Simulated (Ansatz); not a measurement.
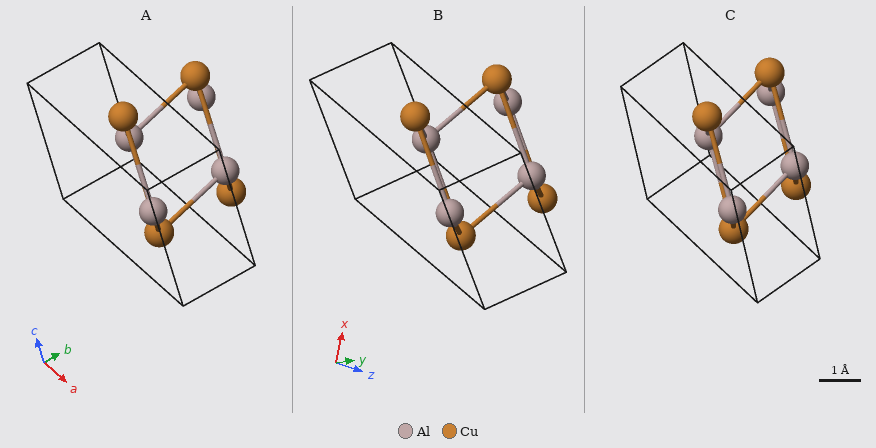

A scan of crystalline Al2Cu (Fm-3m): the cell is strained along z alone, with the atoms kept at their fractional coordinates. x, y and z are the Cartesian axes of the input. Style: ball-and-stick. Shown: the cell of the calculation, repeated 1 × 2 × 1 with one cell outlined, slightly off an axis.

Level of theory: Ansatz 0.2.0, DFT r2SCAN, scalar-relativistic, plane waves, PAW. Set-up: plane-wave cutoff 500 eV; k-point mesh 16 × 16 × 16; occupations gaussian; smearing width 0.15 eV; no spin polarisation. Energies (free energies at the smearing named) are counted from the relaxed crystal.

**Rank the frames from lowest to highest energy.**

Lowest first: A (the strain 0.00, 0.0 meV/atom), B (the strain 0.10, 69.6 meV/atom), C (the strain −0.10, 116.1 meV/atom). Over the whole scan: of the computed points the lowest is at the strain 0.00, 0.0 meV/atom. At the ends of the scan the energy is 116.1 meV/atom (−0.10) and 69.6 meV/atom (0.10). The distortion takes the space group from Fm-3m to I4/mmm. At the strain −0.10 the cell of the drawing goes a 4.055 → 3.857 Å, b 4.055 → 3.857 Å, c 4.055 → 3.857 Å, α 120.0° → 116.6°, β 120.0° → 116.6°, γ 90.0° → 96.0°.
